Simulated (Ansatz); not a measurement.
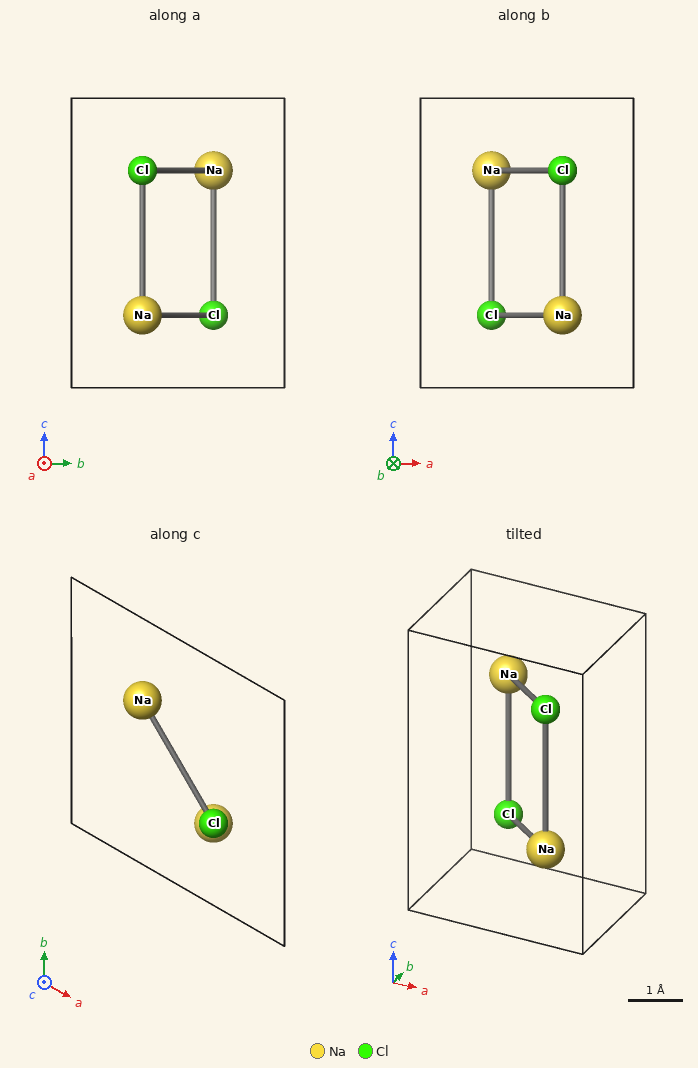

The crystal in a ball-and-stick representation, seen along the a axis, along the b axis, along the c axis and slightly off an axis. Lines trace the edges of the conventional unit cell.

Lattice parameters: a = 4.6113 Å, b = 4.6113 Å, c = 5.4251 Å, α = 90.000°, β = 90.000°, γ = 120.000°.

Q: Convert the drawing into a CIF in P1 with every atom of the cell.

A:
```cif
data_structure
_symmetry_space_group_name_H-M 'P 1'
_symmetry_Int_Tables_number 1
_cell_length_a 4.6113
_cell_length_b 4.6113
_cell_length_c 5.4251
_cell_angle_alpha 90.000
_cell_angle_beta 90.000
_cell_angle_gamma 120.000
_cell_volume 99.90
loop_
_atom_site_label
_atom_site_type_symbol
_atom_site_fract_x
_atom_site_fract_y
_atom_site_fract_z
_atom_site_occupancy
Na1 Na 0.3333 0.6667 0.7500 1
Na2 Na 0.6667 0.3333 0.2500 1
Cl1 Cl 0.3333 0.6667 0.2500 1
Cl2 Cl 0.6667 0.3333 0.7500 1
```

The structure comes from a structure type filled with these elements by a generator (whether the compound takes this form wasn't checked). What is shown is the relaxed result from DFT, LDA, plane waves, PAW in Ansatz.
